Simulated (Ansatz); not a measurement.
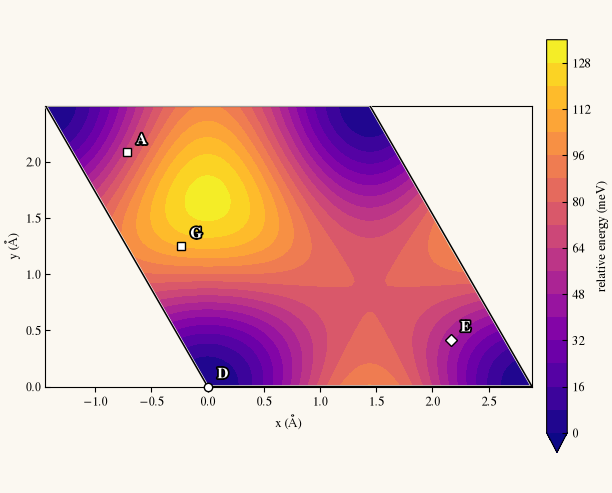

Si on a Ti(001) slab cut from the P6_3/mmc phase, its upper half relaxed before the scan (20 atoms of substrate and one adsorbate in a 2 × 2 cell). Si is moved over the surface cell at a fixed height above a rigid substrate; the origin of the map has the adsorbate above Ti17; the height is held at 3.10 Å. Places are given modulo a cell vector. The map is drawn in real space over the plane of the surface. The scan uses a 6 × 6 grid; 10 points were computed and 26 follow by symmetry. Places are given in fractions of the 1 × 1 surface cell. Energies: meV, counted from the lowest grid point. The runs have no spin polarisation, so an open-shell adsorbate far from the surface lies too high. At a fixed height the lowest place need not be the adsorption site. Level of theory: DFT PBE+D3(BJ), scalar-relativistic, plane waves, PAW (Ansatz 0.2.0). Settings: cutoff 420 eV, k-mesh 6×6×1, gaussian smearing 0.1 eV, no spin polarisation.

Drawn: filled contours, the outline of one cell of the plane, lettered points. Between grid points the surface is interpolated.

Q: What kind of point is each of A, D: minimum, saddle, maximum or slope?

A: A: on a slope; D: minimum. (In these two coordinates alone; a stationary point may lie a little off the grid point.)

Q: Rank the lettered points by energy, lowest first.

A: D (0 meV), E (50 meV), A (66 meV), G (112 meV).

PAW datasets: the set soft_1.
